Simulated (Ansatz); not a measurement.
A series of calculations on Si$_{16}$H

## 1. Relaxation

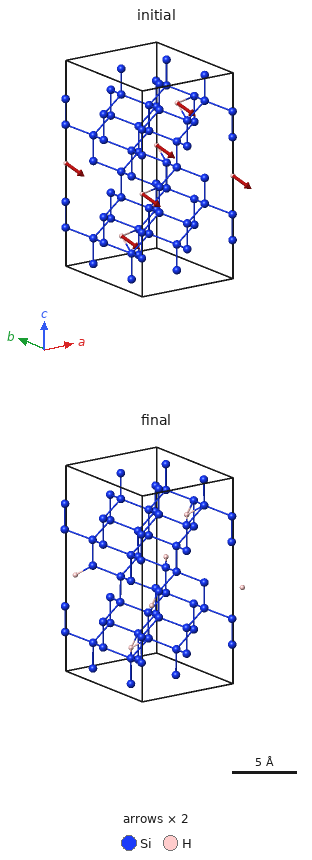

The structure of a defect cell of composition Si16H before (top) and after (bottom) a relaxation, at one scale. The red arrows give the displacements, magnified 2 times.

Style: ball-and-stick. Shown: the conventional cell (3 times the calculation's cell) (origin shifted), from a free direction. Lengths and directions refer to the drawn axes.

It is an interstitial H in diamond Si. The run prepares the start of a later molecular dynamics calculation, from a guessed geometry.

Method: Ansatz 0.2.0, DFT PBE, scalar-relativistic, plane waves, PAW. Settings: plane-wave cutoff 420 eV; k-point mesh 2 × 2 × 2; occupations fermi dirac; smearing width 0.02 eV; collinear spin; atoms relaxed in a fixed cell; force threshold 0.08 eV/Å; at most 25 steps.

> Summarise the run.

The atom that moves furthest is the H atom (0.92 Å along [2 −2 −1]). By element the largest moves are H 0.92 Å, Si 0.08 Å. The cell doesn't change. Among the contacts that change: H–Si 2.216 → 1.703 Å, H–Si 2.234 → 1.982 Å, Si–Si 2.351 → 2.382 Å, Si–Si 2.351 → 2.342 Å. After 8 geometry steps the energy has fallen by 0.248 eV per cell of the calculation. The largest force component goes from 0.13 to 0.055 eV/Å. The forces were under the threshold at step 1, but the run went on from there. The program noted that the starting moments weren't kept.

Limits of the set-up: the k-point mesh is coarse for a cell with partly filled bands; the program's low-accuracy preset was used; the periodic images lie only 7.7 Å apart, so the values are limited by the cell's size.

## 2. Dynamics

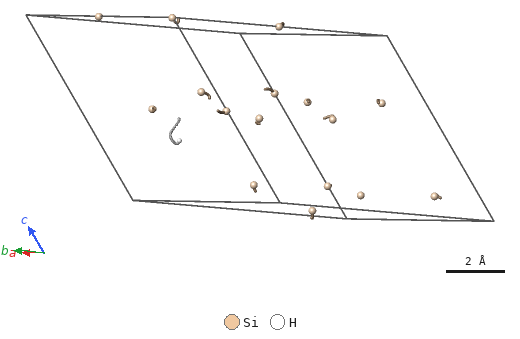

Molecular dynamics of Si with an interstitial H (17 atoms in the cell), of which 38 fs are on record. Dots mark each atom's position at evenly spaced times, in the colour of its element; spheres stand at the starting positions. Seen from a free direction in the reduced simulation cell.

Method: Ansatz 0.2.0, DFT PBE, scalar-relativistic, plane waves, PAW. Run with plane-wave cutoff 420 eV; k-point mesh 2 × 2 × 2; Fermi-Dirac smearing 0.02 eV; spin collinear; low-accuracy preset; constant energy (NVE); velocities drawn for 2400 K; time step 0.5 fs.

Input
```yaml
accuracy: low
crystal:
  lattice:
    - [0.0, 5.43, 5.43]
    - [5.43, 0.0, 5.43]
    - [5.43, 5.43, 0.0]
  atoms:
    - { symbol: Si, position: [0.00921179, -0.00123864, -0.00222225] }
    - { symbol: Si, position: [0.13462477, 0.12550183, 0.12011239] }
    - { symbol: Si, position: [0.01181453, -0.00476747, 0.49519824] }
    - { symbol: Si, position: [0.13209521, 0.1222693, 0.62232136] }
    - { symbol: Si, position: [0.00723213, 0.49973803, -0.00028144] }
    - { symbol: Si, position: [0.13055686, 0.62530048, 0.12528501] }
    - { symbol: Si, position: [0.00923511, 0.49773788, 0.49875818] }
    - { symbol: Si, position: [0.13461745, 0.6201395, 0.625476] }
    - { symbol: Si, position: [0.50899142, -0.00145302, -0.00245331] }
    - { symbol: Si, position: [0.63412396, 0.12752205, 0.11872312] }
    - { symbol: Si, position: [0.50824468, -0.00126264, 0.49867334] }
    - { symbol: Si, position: [0.63753503, 0.12206329, 0.62204421] }
    - { symbol: Si, position: [0.50621866, 0.50053609, 0.00053276] }
    - { symbol: Si, position: [0.63286321, 0.62504853, 0.12497696] }
    - { symbol: Si, position: [0.50899923, 0.49758393, 0.49847815] }
    - { symbol: Si, position: [0.63412102, 0.6187673, 0.62747429] }
    - { symbol: H, position: [0.66643585, 0.84180027, 0.34189739] }
magnetization:
  spin_polarized: true
basis:
  ecutwfc: 420.0
kpoints:
  mp_grid: { grid: [2, 2, 2] }
hamiltonian:
  xc: pbe
scf:
  occupations: { method: fermi_dirac, width: 0.02 }
  lower_state_search: "off"
md:
  timestep: 0.5
  n_steps: 80
  ensemble: nve
  temperature: 2400.0
  initial_velocities: maxwell_boltzmann
  seed: 332553
```

Launched with:
```bash
ansatz run input.yaml --threads 1 --pin off --max-ram 3072MiB --backend cpu --events-out ev --progress --plain --runs-dir out
```

**What do the traces tell about the motion?**

In the second half of the run the atoms are, in the root-mean-square, this far from where they began (common drift taken out): H 0.53 Å, Si 0.27 Å. The run lasts only 38 fs, too short to tell vibration from diffusion. Over the second half the temperature averages 1269 K (spread ±274 K). The first frame carries almost no forces, so kinetic energy first flows into potential energy: the temperature drops from 2400 to 873 K within 19.5 fs, and without a thermostat its mean stays below the start. The potential energy is still drifting at the end, so the run hasn't reached equilibrium. The potential energy in the second half lies on average 138 meV per atom above the first frame. The total energy stays between −0.05 and 0.11 meV per atom of its start. A straight-line fit has a slope that amounts to +0.00034 meV per atom over 38 fs (under 0.1 % of the mean kinetic energy), and the ripple about it is under 0.1 % of the kinetic energy's fluctuation. With a drift under 2 % and a ripple under 7 %, the integration is accurate. The run was cut off by its time limit after 75 steps.

Limits of the set-up: the program's low-accuracy preset was used; the periodic images lie only 7.7 Å apart, so the values are limited by the cell's size.

## 3. Dynamics

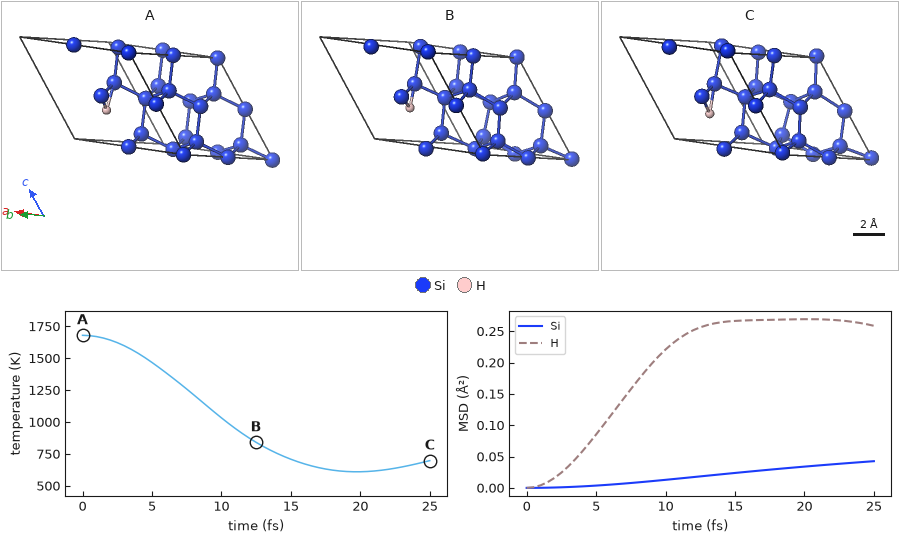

First-principles dynamics of Si with an interstitial H (17 atoms in the cell), 25 fs long. Frames (A at 0 fs, B at 12.5 fs, C at 25 fs) and the history of the run. Style: ball-and-stick. Shown: the reduced simulation cell, from a free direction. Bonds to atoms that aren't drawn are left out. Lengths and directions refer to the drawn axes.

Method: DFT PBE, scalar-relativistic, plane waves, PAW (Ansatz). Set-up: plane-wave cutoff 420 eV; k-point mesh 2 × 2 × 2; Fermi-Dirac smearing 0.02 eV; spin collinear; low-accuracy preset; constant energy (NVE); velocities drawn for 1680 K; time step 0.5 fs.

What happens in this trajectory?

Root-mean-square distances from the starting positions over the second half, with the common drift of all atoms taken out: H 0.52 Å, Si 0.18 Å. The run lasts only 25 fs, too short to tell vibration from diffusion. The mean temperature in the second half is 672 K (standard deviation 63 K). The first frame carries almost no forces, so kinetic energy first flows into potential energy: the temperature drops from 1680 to 610 K within 19.5 fs, and without a thermostat its mean stays below the start. The potential energy in the second half lies on average 123 meV per atom above the first frame. The total energy stays between 0 and 0.054 meV per atom of its start. A straight-line fit has a slope that amounts to +0.049 meV per atom over 25 fs (under 0.1 % of the mean kinetic energy), and the ripple about it is under 0.1 % of the kinetic energy's fluctuation. With a drift under 2 % and a ripple under 7 %, the integration is accurate.

Limits of the set-up: the k-point mesh is coarse for a cell with partly filled bands; the program's low-accuracy preset was used; the periodic images lie only 7.7 Å apart, so the values are limited by the cell's size.

The run took roughly 5 core-minutes on a shared host.
